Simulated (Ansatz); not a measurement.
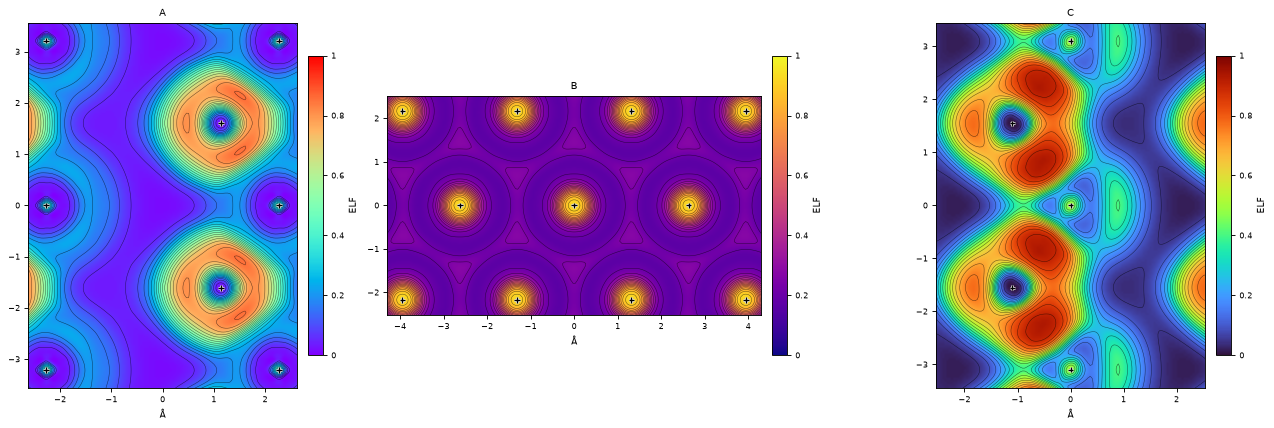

The ELF of 3 systems, each on a plane through atoms (crosses mark nuclei in the plane).

Method: Ansatz, DFT PBE, scalar-relativistic, plane waves, PAW.

System 1: SiC, the (110) plane of the conventional cell. Space group F-43m; a structure from a database of computed crystals, not necessarily the ambient phase.

```
CELL_PARAMETERS angstrom
4.37973 0.00000 0.00000
0.00000 0.00000 -4.37973
0.00000 4.37973 0.00000
ATOMIC_POSITIONS crystal
Si 0.25000 0.75000 0.25000
Si 0.75000 0.75000 0.75000
Si 0.75000 0.25000 0.25000
Si 0.25000 0.25000 0.75000
C 0.50000 0.50000 0.00000
C 0.00000 0.50000 0.50000
C 0.00000 0.00000 0.00000
C 0.50000 0.00000 0.50000
```

System 2: Cu, the (011̄) plane of the conventional cell. Space group I4/mmm; changed on purpose from its base cell (strain +0.025 along x and y, -0.050 along z, atoms carried along); computed without spin polarisation.

```xyz
2
Lattice="1.8602 -1.8602 0.0000 1.8602 1.8602 0.0000 0.0000 0.0000 3.4483" Properties=species:S:1:pos:R:3 pbc="T T T"
Cu    0.0000    0.0000    0.0000
Cu    1.8602    0.0000    1.7241
```

System 3: GaN, the (101) plane of the conventional cell. Space group F-43m; a structure from a database of computed crystals, not necessarily the ambient phase.

```yaml
crystal:
  lattice:
    - [4.54848, 0.00000, 0.00000]
    - [0.00000, 0.00000, -4.54848]
    - [0.00000, 4.54848, 0.00000]
  atoms:
    - { symbol: Ga, position: [0.50000, 0.50000, 0.00000] }
    - { symbol: Ga, position: [0.00000, 0.50000, 0.50000] }
    - { symbol: Ga, position: [0.00000, 0.00000, 0.00000] }
    - { symbol: Ga, position: [0.50000, 0.00000, 0.50000] }
    - { symbol: N, position: [0.75000, 0.75000, 0.25000] }
    - { symbol: N, position: [0.25000, 0.75000, 0.75000] }
    - { symbol: N, position: [0.25000, 0.25000, 0.25000] }
    - { symbol: N, position: [0.75000, 0.25000, 0.75000] }
```

**Match each panel to its system.**

Panel A is system 3, GaN: the plane holds Ga and N. Ga–N (1.97 Å): the ELF peaks at about 0.85 in the valence shell of N, 0.7 Å from its nucleus, and is about 0.45 at the midpoint. Panel B is system 2, Cu: the plane holds Cu. Cu–Cu (2.54 Å): the ELF is about 0.20 at the midpoint; no shared electron pair shows on this line. Panel C is system 1, SiC: the plane holds Si and C. Si–C (1.90 Å): the ELF peaks at about 0.95 between the atoms, as expected for localised, covalent bonding.
